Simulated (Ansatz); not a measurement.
# TaS2: a S atom hops into a vacancy

Aim: the barrier for S4 to jump 3.35 Å into the empty S site beside it, in a 2×2×1 supercell of TaS2 with one S atom removed. The band relaxes its own ends first.

The COD entry's cell or inner coordinates are ideal or old and differ from later refinements, so a difference from it is no clean test against experiment.

All numbers below are computed with Ansatz 0.2.0 (DFT PBE, plane waves, PAW, scalar-relativistic, no spin polarisation).

### 1 The starting structure

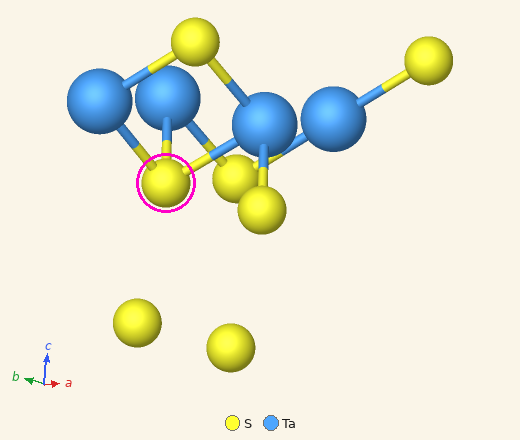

Start, viewed from a free direction; sulfur yellow, tantalum blue. Each atom of the cell is drawn once, at one copy chosen for all pictures, so bonds across the cell's faces may be missing. Ringed: S4.

The empty site lies at (7.03, -6.76, -2.15) Å, and S4 starts at (7.01, -5.06, -5.03) Å. All atoms were shaken by about 0.02 Å to break the symmetry.

Structure file:

```xyz
11
Lattice="1.7482 -6.4838 0.0000 1.7482 -3.0062 -5.7447 6.4487 0.0000 0.0000" Properties=species:S:1:pos:R:3 pbc="T T T"
S     6.1218   -3.5802   -2.1426
S     2.0298   -1.1930   -0.7519
Ta   -0.0005   -0.0115    0.0059
S     7.0065   -5.0559   -5.0299
S     2.9212   -2.6816   -3.6116
Ta    0.8726   -1.5070   -2.8619
S     2.9170   -4.4255   -0.6908
Ta    0.8490   -3.2534   -0.0209
S     7.8782   -8.2876   -4.9955
S     3.8192   -5.9290   -3.5976
Ta    1.7175   -4.7479   -2.8452
```

### 2 Nudged elastic band

crystal.atoms is the first end and neb.final_atoms the second, which differs in S4 alone.

input.yaml reads:

```yaml
crystal:
  lattice:
    - [1.74823621, -6.48375953, -2.71e-06]
    - [1.74823621, -3.00618618, -5.74473518]
    - [6.44870224, -1.87e-06, -1.13e-06]
  atoms:
    - { symbol: S, position: [0.3792618, 0.37296271, 0.74537331] }
    - { symbol: S, position: [0.12330884, 0.13088045, 0.24584644] }
    - { symbol: Ta, position: [0.00225795, -0.00103245, -0.00041719] }
    - { symbol: S, position: [0.37381983, 0.87556788, 0.74778243] }
    - { symbol: S, position: [0.1220973, 0.62867323, 0.24945482] }
    - { symbol: Ta, position: [0.00144425, 0.49817213, -0.00013184] }
    - { symbol: S, position: [0.62679904, 0.12024191, 0.24982176] }
    - { symbol: Ta, position: [0.50009618, 0.00363007, -0.00490589] }
    - { symbol: S, position: [0.87503306, 0.86958015, 0.74871292] }
    - { symbol: S, position: [0.6240915, 0.62623607, 0.25328814] }
    - { symbol: Ta, position: [0.50263819, 0.49527142, -0.00419653] }
kpoints:
  mp_grid: { grid: [3, 3, 2] }
magnetization:
  spin_polarized: false
scf:
  occupations: { method: fermi_dirac, width: 0.05 }
hamiltonian:
  pseudopotentials: { kind: paw }
  xc: pbe
basis:
  ecutwfc: 420
neb:
  images: 3
  relax_end_points: true
  climbing: true
  f_tol: 0.05
  max_iterations: 40
  order_check: false
  final_atoms:
    - { symbol: S, position: [0.3792618, 0.37296271, 0.74537331] }
    - { symbol: S, position: [0.12330884, 0.13088045, 0.24584644] }
    - { symbol: Ta, position: [0.00225795, -0.00103245, -0.00041719] }
    - { symbol: S, position: [0.86943605, 0.37345791, 0.75248223] }
    - { symbol: S, position: [0.1220973, 0.62867323, 0.24945482] }
    - { symbol: Ta, position: [0.00144425, 0.49817213, -0.00013184] }
    - { symbol: S, position: [0.62679904, 0.12024191, 0.24982176] }
    - { symbol: Ta, position: [0.50009618, 0.00363007, -0.00490589] }
    - { symbol: S, position: [0.87503306, 0.86958015, 0.74871292] }
    - { symbol: S, position: [0.6240915, 0.62623607, 0.25328814] }
    - { symbol: Ta, position: [0.50263819, 0.49527142, -0.00419653] }
```

Launch:

```
$ ansatz run input.yaml --threads 4 --pin off --max-ram 8192MiB --backend cpu --events-out ev --progress --plain --runs-dir out
```

Standard output, cut to the lines that bear on the results:

```text
Warning: neb: disabling space-group detection — the band's intermediate images generally break the endpoint symmetry, so no spatial operation reduces the k-mesh or symmetrises the density, except that a semilocal band can use its path's symmetry ahead of convergence; time reversal is [...]
Warning: RAYON_NUM_THREADS=4 ignored (pool sized by the plan → 4); use --threads N
[...]
Pseudopotentials: kind: paw
Pseudopotential: S, paw, valence charge 6, recommended cutoff 420 eV (normal), S.paw.azcp
Pseudopotential: Ta, paw, valence charge 13, recommended cutoff 420 eV (normal), Ta.paw.azcp
Functional definition: PBE
[...]
parallel-image band execution: 3 concurrent image workers
NEB image 0
Crystal: 11 atoms, lattice volume = 240.198 Å³
Basis set: ecut = 420 eV, 4707 PW (Γ), exchange–correlation on 90×90×90 points (8 copies of the dense FFT grid, shifted against one another)
Bands: 58, of which v1, the nominal top of the filled ones, is band 47 counted from 1 (46 counted from 0)
Symmetry: 1 space group operations
k-points: 10 of 18 (time reversal used)
[...]
SCF iter   1: F=—  HF=-46052.807878 eV  |F-HF|=—  |Δ(HF+E_count)|=         —  Δρ=4.20e-3  dr2=6.74e-2  ethr=1.77e-3  ⟨swp⟩=6.4  Hψ=2310  notcnv=0  defer=6
[...]
NSCF: frozen V_eff on 10 k-points
NEB image 4
[...]
NSCF: frozen V_eff on 10 k-points
NEB end point (image 0): max|allowed force component| = 6.344e-1 eV/Å (the criterion of neb.relax_end_points is 1.000e-2)
NEB end point (image 4): max|allowed force component| = 8.116e-1 eV/Å (the criterion of neb.relax_end_points is 1.000e-2)
NEB image 0, for its relaxation
[...]
NEB image 0, for its relaxation
[...]
NEB image 0, for its relaxation
[...]
NEB image 0, for its relaxation
[...]
NEB image 0, for its relaxation
[...]
NEB image 0
[...]
SCF iter   2: F=-46052.910359 eV  HF=-46052.910359 eV  |F-HF|=2.36e-8  |Δ(HF+E_count)|=   7.06e-5  Δρ=2.37e-6  dr2=2.88e-8  ethr=2.92e-11  ⟨swp⟩=4.0  Hψ=1873  notcnv=0
[...]
NSCF: frozen V_eff on 10 k-points
NEB end point (image 0): relaxed in 30 SCF iterations, 0.116452 eV lower, largest move of an atom 0.092 Å; not tested for a saddle point
NEB image 4, for its relaxation
```

### 3 The log goes on

Output, continued, cut to the lines that bear on the results:

```text
[...]
SCF iter   1: F=—  HF=-46052.775989 eV  |F-HF|=—  |Δ(HF+E_count)|=         —  Δρ=1.93e-6  dr2=1.48e-8  ethr=1.59e-11  ⟨swp⟩=1.3  Hψ=2075  notcnv=0
[...]
NEB image 4, for its relaxation
[...]
NEB image 4, for its relaxation
[...]
NEB image 4, for its relaxation
[...]
NEB image 4, for its relaxation
[...]
NEB image 4
[...]
NSCF: frozen V_eff on 10 k-points
NEB end point (image 4): relaxed in 28 SCF iterations, 0.134362 eV lower, largest move of an atom 0.092 Å; not tested for a saddle point
NEB image 1
[...]
NEB image 2
[...]
NEB image 3
[...]
NEB iter   1: max|band force component| = 1.596e1 eV/Å  barrier→ = 6.1549 eV  barrier← = 6.1549 eV  Δτ_max = 0.1989 Å  (43 SCF iters)
NEB image 1
[...]
NEB image 2
[...]
NEB image 3
[...]
SCF iter   8: F=-46051.746448 eV  HF=-46051.746448 eV  |F-HF|=2.77e-8  |Δ(HF+E_count)|=   3.21e-8  Δρ=4.68e-6  dr2=7.14e-8  ethr=1.06e-10  ⟨swp⟩=5.0  Hψ=2269  notcnv=0
```

### 4 The output, continued

The log, continued, cut to the lines that bear on the results:

```text
[...]
NEB iter   2: max|band force component| = 6.173e0 eV/Å  barrier→ = 2.6861 eV  barrier← = 2.6861 eV  Δτ_max = 0.1958 Å  (25 SCF iters)
[...]
NEB iter   5: max|band force component| = 1.970e0 eV/Å  barrier→ = 0.9828 eV  barrier← = 0.9828 eV  Δτ_max = 0.0998 Å  (25 SCF iters)
[...]
NEB iter   8: max|band force component| = 5.132e-1 eV/Å  barrier→ = 0.9767 eV  barrier← = 0.9766 eV  CI = image 3  Δτ_max = 0.0392 Å  (23 SCF iters)
[...]
NEB iter  11: max|band force component| = 1.760e-1 eV/Å  barrier→ = 0.9662 eV  barrier← = 0.9662 eV  CI = image 1  Δτ_max = 0.0352 Å  (23 SCF iters)
[...]
NEB iter  14: max|band force component| = 1.156e-1 eV/Å  barrier→ = 0.9473 eV  barrier← = 0.9472 eV  CI = image 1  Δτ_max = 0.0165 Å  (19 SCF iters)
NEB iter  15: max|band force component| = 6.869e-2 eV/Å  barrier→ = 0.9456 eV  barrier← = 0.9456 eV  CI = image 1  Δτ_max = 0.0178 Å  (18 SCF iters)
[...]
    - [6.44870224, -1.87e-6, -1.13e-6]
  atoms:
    - { symbol: S, position: [0.37670574621311176, 0.37087546527075627, 0.7521384095800182] }
    - { symbol: S, position: [0.12252204977837632, 0.13532472115069832, 0.2662482379618542] }
    - { symbol: Ta, position: [0.0005393360061910677, 0.0070540689896113045, 0.015432623690198738] }
    - { symbol: S, position: [0.5578409294618476, 0.7543353937191538, 0.7203996491248748] }
    - { symbol: S, position: [0.10936822096392118, 0.6227084241338103, 0.24265231046211247] }
    - { symbol: Ta, position: [-0.015905656321623524, 0.4830203010377988, -0.016158159714090244] }
    - { symbol: S, position: [0.6243687117739558, 0.1133015688567531, 0.24192899806462437] }
    - { symbol: Ta, position: [0.47042290128402825, -0.0050833043235026226, -0.009652217489524629] }
    - { symbol: S, position: [0.8998514323360418, 0.8928497568779113, 0.7567652653699372] }
    - { symbol: S, position: [0.6260582517904003, 0.6255911975510928, 0.2448558281403454] }
    - { symbol: Ta, position: [0.48298007171374935, 0.49467848423591676, 0.017192374809649497] }
```

Run time: 4.2 min. Hardware: 4 threads of Arm Neoverse V1, shared host; peak memory 1.1 GiB.

### 5 Images and barrier

The 3 inner images lie between the fixed ends 0 and 4. Energy is taken from image 0, and the path length is the program's own coordinate along the band.

```
image  path (Å)  energy (eV)      S4 x y z (Å)  band force (eV/Å)
    0     0.000       0.0000  7.02 -5.05 -5.02                  -
   1*     1.162       0.9447  6.94 -5.88 -4.33              0.026
    2     2.277       0.3754  7.09 -6.41 -3.85              0.004
    3     3.393       0.9415  6.93 -6.58 -3.16              0.007
    4     4.508       0.0000  7.02 -6.78 -2.14                  -
```

The star marks the climbing image.

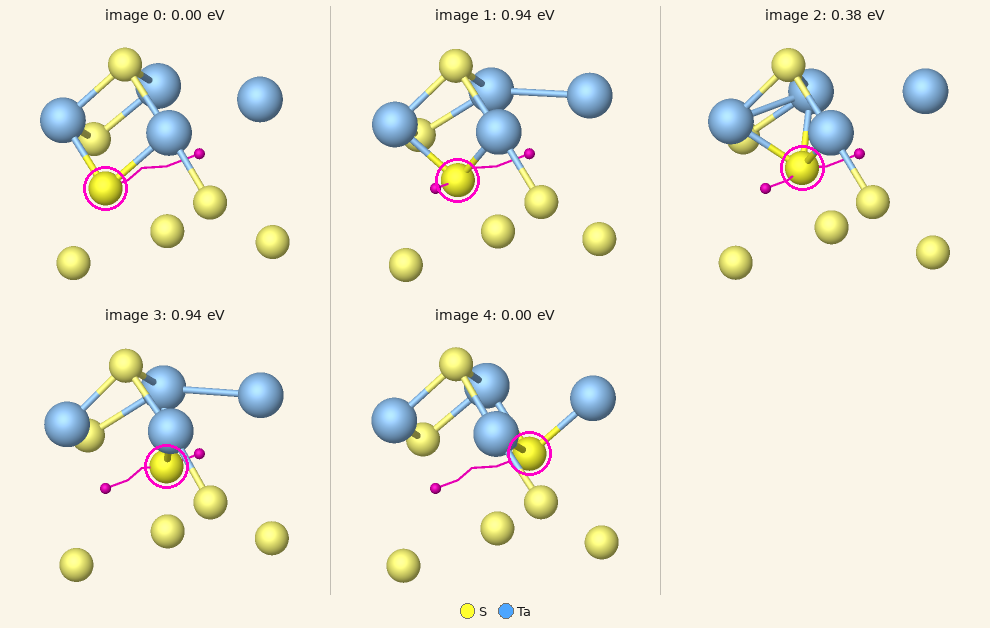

Snapshots along the band, viewed from a free direction. Ringed: S4. The magenta line is the track of the ringed atom over the whole band, with dots at its ends. Each atom of the cell is drawn once, at one copy chosen for all pictures, so bonds across the cell's faces may be missing; the others are paled. Sticks join atoms closer than a bonding distance in each image.

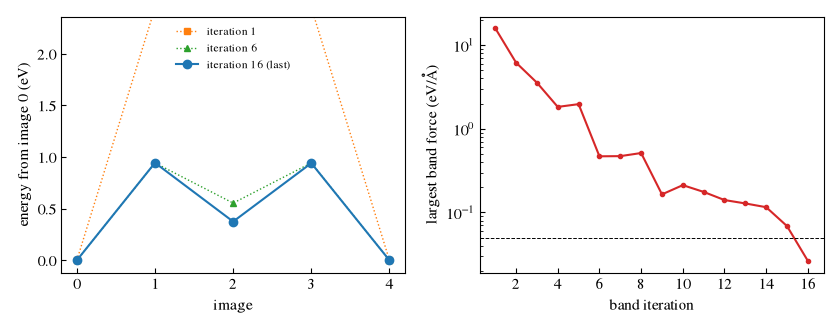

Left: energy of each image for early iterations and the last one (lines only join the points; early values far above the last band run off the scale). Right: the largest band force by iteration, with the threshold dashed.

How the highest energy settled:

```
iteration  highest image above image 0 (eV)  largest band force (eV/Å)
        1                            6.1549                     15.956
        3                            1.6806                      3.558
        5                            0.9828                      1.970
        7                            0.9914                      0.471
        9                            0.9657                      0.165
       11                            0.9662                      0.176
       13                            0.9526                      0.128
       15                            0.9456                      0.069
       16                            0.9447                      0.026
```

Positions of all images (Å):

```xyz
11
Lattice="1.748 -6.484 0.000 1.748 -3.006 -5.745 6.449 0.000 0.000" Properties=species:S:1:pos:R:3 pbc="T T T" image=0 dE=0.0000
S     6.151   -3.557   -2.168
S     2.060   -1.204   -0.704
Ta    0.005   -0.001   -0.058
S     7.018   -5.049   -5.015
S     2.834   -2.707   -3.597
Ta    0.841   -1.447   -2.834
S     2.917   -4.411   -0.704
Ta    0.846   -3.247    0.001
S     7.899   -8.318   -5.014
S     3.808   -5.931   -3.607
Ta    1.753   -4.801   -2.841
11
Lattice="1.748 -6.484 0.000 1.748 -3.006 -5.745 6.449 0.000 0.000" Properties=species:S:1:pos:R:3 pbc="T T T" image=1 dE=0.9447
S     6.157   -3.557   -2.131
S     2.168   -1.201   -0.777
Ta    0.113   -0.025   -0.041
S     6.940   -5.885   -4.333
S     2.845   -2.581   -3.577
Ta    0.712   -1.349   -2.775
S     2.850   -4.389   -0.651
Ta    0.751   -3.035    0.029
S     8.014   -8.518   -5.129
S     3.767   -5.940   -3.594
Ta    1.820   -4.619   -2.842
11
Lattice="1.748 -6.484 0.000 1.748 -3.006 -5.745 6.449 0.000 0.000" Properties=species:S:1:pos:R:3 pbc="T T T" image=2 dE=0.3754
S     6.165   -3.452   -2.089
S     1.745   -1.278   -0.769
Ta    0.251    0.273    0.156
S     7.089   -6.410   -3.853
S     2.949   -2.529   -3.449
Ta    0.748   -1.373   -3.072
S     2.948   -4.214   -0.639
Ta    0.734   -3.363    0.218
S     7.938   -8.768   -5.304
S     3.796   -5.800   -3.514
Ta    1.778   -4.610   -2.784
11
Lattice="1.748 -6.484 0.000 1.748 -3.006 -5.745 6.449 0.000 0.000" Properties=species:S:1:pos:R:3 pbc="T T T" image=3 dE=0.9415
S     6.157   -3.539   -2.157
S     2.165   -1.246   -0.701
Ta    0.113   -0.043   -0.007
S     6.932   -6.577   -3.155
S     2.845   -2.608   -3.587
Ta    0.752   -1.384   -2.700
S     2.852   -4.367   -0.634
Ta    0.728   -3.097    0.090
S     8.014   -8.492   -5.157
S     3.768   -5.937   -3.591
Ta    1.819   -4.660   -2.780
11
Lattice="1.748 -6.484 0.000 1.748 -3.006 -5.745 6.449 0.000 0.000" Properties=species:S:1:pos:R:3 pbc="T T T" image=4 dE=0.0000
S     6.152   -3.570   -2.140
S     2.061   -1.182   -0.734
Ta    0.007   -0.053    0.034
S     7.021   -6.784   -2.142
S     2.920   -2.668   -3.575
Ta    0.848   -1.506   -2.871
S     2.836   -4.443   -0.724
Ta    0.843   -3.183    0.038
S     7.901   -8.299   -5.039
S     3.808   -5.946   -3.575
Ta    1.755   -4.742   -2.929
```

### 6 Summary of results

```
                    quantity                                                                   value
      relaxation of the ends  0.116 eV lower, moves up to 0.09 Å; 0.134 eV lower, moves up to 0.09 Å
            barrier forwards                                                                 0.94 eV
           barrier backwards                                                                 0.94 eV
second end relative to first                                                                0.000 eV
               highest image                                                   1 of 0 to 4, climbing
             band iterations                                                                      16
```

The barrier from the first end is 0.94 eV, 37 times kT at 300 K. Both ends agree in energy to 1 meV. Image 2 sits in a dip between two rises: the path passes through another minimum, and each half would need a band of its own. The input switches the test of curvatures off, so the top was not shown to be a first-order saddle. In 11 atoms the vacancy feels its images, and neither cell size nor mesh was tested. The k-mesh is coarse.
